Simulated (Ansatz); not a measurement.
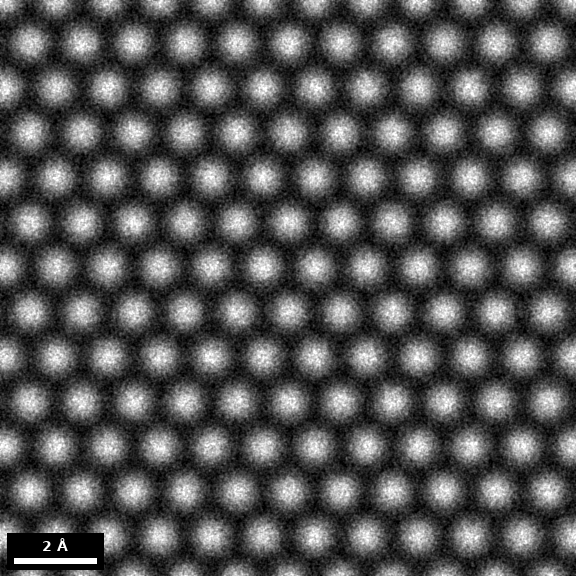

HAADF-like image of a crystal. Simulated incoherent Z contrast: every atom adds Z^1.6 spread by a probe of 0.78 Å full width; channelling and multiple scattering are left out. Shot noise was added.

### What two-dimensional lattice does the image show, and how large is its cell?

The pattern repeats on a hexagonal net with a repeat of 1.3 Å.

### What is the plane group of the image?

p6mm: sixfold points with mirror lines through them.

### How many columns does the smallest repeating cell hold, and how many levels of brightness?

1 column in the primitive cell of 1.4 Å², all of one brightness.

The crystal is C (Fm-3m, No. 225) seen along [111]. Structure: the geometry relaxed with Ansatz, DFT PBE, scalar-relativistic, plane waves, PAW; the starting structure was generated, so it need not be a known form of this composition.
